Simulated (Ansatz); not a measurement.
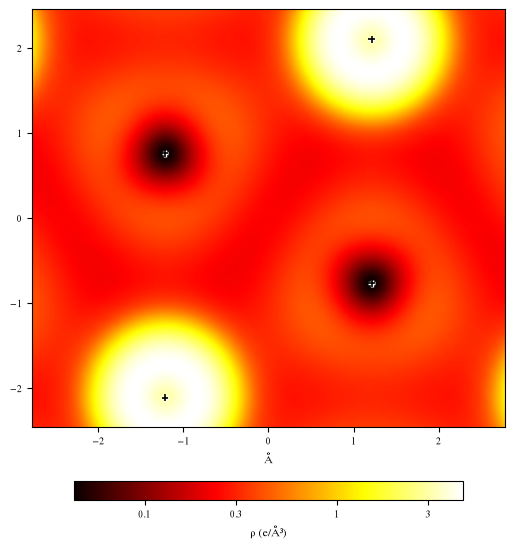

The valence electron density on a plane through atoms (crosses mark nuclei in the plane).

Level of theory: DFT PBEsol, scalar-relativistic, plane waves, PAW in Ansatz 0.2.0.

Candidates:
A. TaSi$_{2}$, a = 4.87 Å, b = 4.87 Å, c = 6.65 Å, α = 90.00°, β = 90.00°, γ = 120.00°. Space group P6₂22; changed on purpose from its base cell (volume × 1.06, shape and atoms relaxed); computed pressure about −10 GPa in this cell; computed without spin polarisation.
B. Au, a = 3.24 Å, b = 3.24 Å, c = 3.24 Å, α = 90.00°, β = 90.00°, γ = 90.00°. Space group Im-3m; a structure from a database of computed crystals, not necessarily the ambient phase; computed without spin polarisation.

> Which candidate gave the map?

Candidate A: TaSi$_{2}$ on the (001) plane of the conventional cell, which holds Ta and Si. Ta–Si (2.78 Å): ρ is about 0.31 e/Å³ halfway. Ta–Si (2.87 Å): the density is about 0.27 e/Å³ at the midpoint.
